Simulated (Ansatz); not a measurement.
Input file:

```
crystal:
  lattice:
    - [3.1532613985, 0.0, 0.0]
    - [-1.5766306992, 2.7308044759, 0.0]
    - [0.0, 0.0, 68.2319799035]
  atoms:
    - { symbol: S, position: [0.0, 0.0, 0.3449901133] }
    - { symbol: Mo, position: [0.6666666667, 0.3333333333, 0.3679533014] }
    - { symbol: S, position: [0.0, 0.0, 0.3908866504] }
    - { symbol: S, position: [0.6666666667, 0.3333333333, 0.4331088779] }
    - { symbol: Mo, position: [0.3333333333, 0.6666666667, 0.4560098816] }
    - { symbol: S, position: [0.6666666667, 0.3333333333, 0.4789419894] }
    - { symbol: S, position: [0.3333333333, 0.6666666667, 0.5210579835] }
    - { symbol: Mo, position: [0.0, 0.0, 0.5439577413] }
    - { symbol: S, position: [0.3333333333, 0.6666666667, 0.5668910122] }
    - { symbol: S, position: [0.0, 0.0, 0.6091164656] }
    - { symbol: Mo, position: [0.6666666667, 0.3333333333, 0.6320319175] }
    - { symbol: S, position: [0.0, 0.0, 0.6550086799] }
  periodic: [true, true, false]
basis:
  ecutwfc: 420
kpoints:
  mp_grid: { grid: [12, 12, 1] }
  band_path:
    path:
      - [0.0, 0.0, 0.0]
      - [0.05, 0.0, 0.0]
      - [0.1, 0.0, 0.0]
      - [0.15, 0.0, 0.0]
      - [0.2, 0.0, 0.0]
      - [0.25, 0.0, 0.0]
      - [0.3, 0.0, 0.0]
      - [0.35, 0.0, 0.0]
      - [0.4, 0.0, 0.0]
      - [0.45, 0.0, 0.0]
      - [0.5, 0.0, 0.0]
      - [0.4833333333, 0.0333333333, 0.0]
      - [0.4666666667, 0.0666666667, 0.0]
      - [0.45, 0.1, 0.0]
      - [0.4333333333, 0.1333333333, 0.0]
      - [0.4166666667, 0.1666666667, 0.0]
      - [0.4, 0.2, 0.0]
      - [0.3833333333, 0.2333333333, 0.0]
      - [0.3666666667, 0.2666666667, 0.0]
      - [0.35, 0.3, 0.0]
      - [0.3333333333, 0.3333333333, 0.0]
      - [0.3, 0.3, 0.0]
      - [0.2666666667, 0.2666666667, 0.0]
      - [0.2333333333, 0.2333333333, 0.0]
      - [0.2, 0.2, 0.0]
      - [0.1666666667, 0.1666666667, 0.0]
      - [0.1333333333, 0.1333333333, 0.0]
      - [0.1, 0.1, 0.0]
      - [0.0666666667, 0.0666666667, 0.0]
      - [0.0333333333, 0.0333333333, 0.0]
      - [0.182292, 0.179687, 0.0]
    npoints: 1
hamiltonian:
  xc: pbe
  dispersion: d3bj
scf:
  occupations: { method: gaussian, width: 0.02 }
  n_extra_bands: 12
output:
  eigenvalues: true
  write_density: true
  write_potential: true
  elf: true
  volumetric_format: npy
magnetization:
  noncollinear: true
  spin_orbit: true
```

Launched as:

```sh
ansatz run input.yaml --threads 4 --pin off --max-ram 10240MiB --backend cpu --events-out ev --progress --plain --runs-dir out
```

Method: DFT PBE+D3(BJ), spin-orbit coupling, plane waves, PAW (Ansatz 0.2.0).

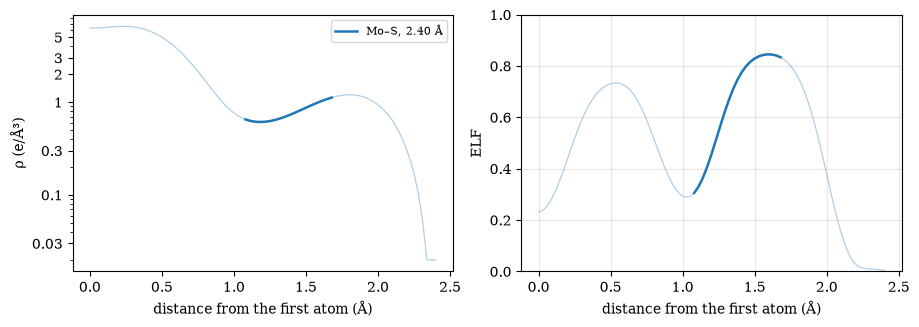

MoS$_{2}$ (slab). Valence pseudo-density and ELF along straight lines between neighbouring atoms. Thin, pale parts lie inside the atomic spheres.

Core electrons are frozen (PAW), and the valence fields are smoothed inside the atomic spheres.

> What can be read from the curves?

Mo–S (2.40 Å): ρ at the midpoint is about 0.61 e/Å³; the ELF peaks at about 0.85 in the valence shell of S, 0.8 Å from its nucleus, and is about 0.45 at the midpoint.
